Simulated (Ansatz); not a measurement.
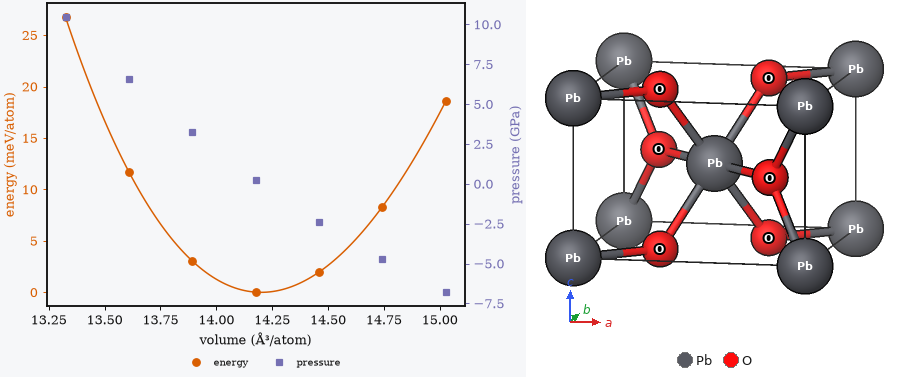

Figure. Energy and pressure against volume for PbO₂, space group P4_2/mnm (No. 136). The conventional cell is drawn beside the plot.

A third-order Birch–Murnaghan fit gives V0 = 14.20 Å³/atom, B0 = 139 GPa and B′ = 5.2. The energy is 26.73 meV/atom at volume 13.32 Å³/atom and 18.57 meV/atom at 15.03 Å³/atom; the lowest computed point is at volume 14.18 Å³/atom (0.02 meV/atom), in a single well. The pressure falls from 10.46 GPa at volume 13.32 Å³/atom to −6.80 GPa at 15.03 Å³/atom, and changes sign near 14.20 Å³/atom.

Calculation (Ansatz 0.2.0): all-electron LAPW DFT, no spin polarisation; energies at scaled volumes of the given cell, shape and fractions fixed, counted from the fit's minimum, third-order Birch-Murnaghan fit. Level: PBEsol.

- k mesh: 6×6×8
- occupations: Fermi–Dirac
- smearing width: 0.05 eV
- potentials: all electron LAPW, scalar relativistic
- program settings: basis error eV/atom 0.001

Cell as given: a = 4.995 Å, b = 4.995 Å, c = 3.409 Å, α = 90.00°, β = 90.00°, γ = 90.00°; 6 atoms.

Note: spin-orbit coupling left out, heavy elements; shape and atomic fractions are frozen while scaling, which makes layered, chain and framework solids too stiff.
